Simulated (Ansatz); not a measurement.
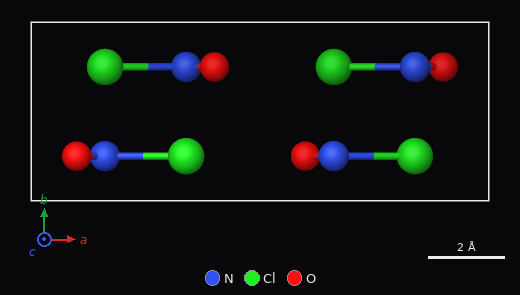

Crystalline NClO (built on the database structure type), before the relaxation. Style: ball-and-stick. Shown: the cell of the calculation, along the c axis.

The calculation used Ansatz, DFT, r2SCAN+rVV10, plane waves, PAW.

The input:
```yaml
crystal:
  lattice:
    - [12.1753134618, 0.0, 0.0]
    - [0.0, 4.743264263, 0.0]
    - [0.0, 0.0, 4.1249029377]
  atoms:
    - { symbol: "N", position: [0.6611693477, 0.25, 0.7671474402] }
    - { symbol: "N", position: [0.8388306523, 0.75, 0.2671474402] }
    - { symbol: "N", position: [0.3388306523, 0.75, 0.2328525598] }
    - { symbol: "N", position: [0.1611693477, 0.25, 0.7328525598] }
    - { symbol: Cl, position: [0.8385531687, 0.25, 0.571160186] }
    - { symbol: Cl, position: [0.6614468313, 0.75, 0.071160186] }
    - { symbol: Cl, position: [0.1614468313, 0.75, 0.428839814] }
    - { symbol: Cl, position: [0.3385531687, 0.25, 0.928839814] }
    - { symbol: O, position: [0.5994183247, 0.25, 0.5673451445] }
    - { symbol: O, position: [0.9005816753, 0.75, 1.0673451445] }
    - { symbol: O, position: [0.4005816753, 0.75, 0.4326548555] }
    - { symbol: O, position: [0.0994183247, 0.25, -0.0673451445] }
kpoints:
  mp_grid: { grid: [2, 6, 6] }
hamiltonian:
  xc: r2scan
  dispersion: rvv10
scf:
  occupations: { method: fermi_dirac, width: 0.03 }
relax:
  f_tol: 0.01
  cell: {}
  max_steps: 120
```

Launched with:
```bash
ansatz run input.yaml --threads 4 --pin off --max-ram 4608MiB --backend cpu --events-out ev --progress --plain --runs-dir out
```

Predict the outcome.

Over 8 accepted moves (10 points after the start) the energy falls by 14.7 meV per atom. Largest force component: 0.78 eV/Å at the start, 0.0039 eV/Å at the end. Pressure: −1.01 GPa at the start and 0.00 GPa at the end. At 2 points the geometry stayed and the basis and grid were re-selected for the new cell (energy shift of 0.9 meV per atom at most each time). The largest moves relative to the cell, 0.31 Å, are those of O9, O10, O11 and O12. O11 goes in a general direction near +c. Largest moves by element: O 0.31 Å, Cl 0.24 Å, N 0.24 Å. Cell: a 12.175 → 11.216 Å (−7.9 %), b 4.743 → 4.879 Å (+2.9 %), c 4.125 → 3.922 Å (−4.9 %). Volume −9.9 %. Among the contacts that change: N1–Cl5 2.306 → 2.341 Å, N1–O9 1.116 → 1.104 Å. The space group stays Pnma (No. 62).

The end point in the same view:

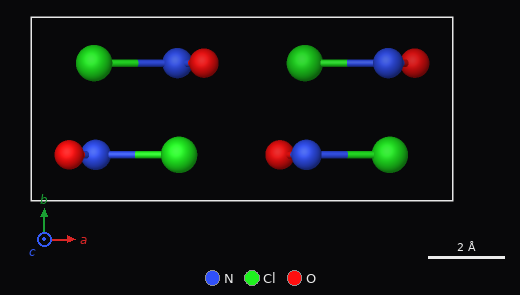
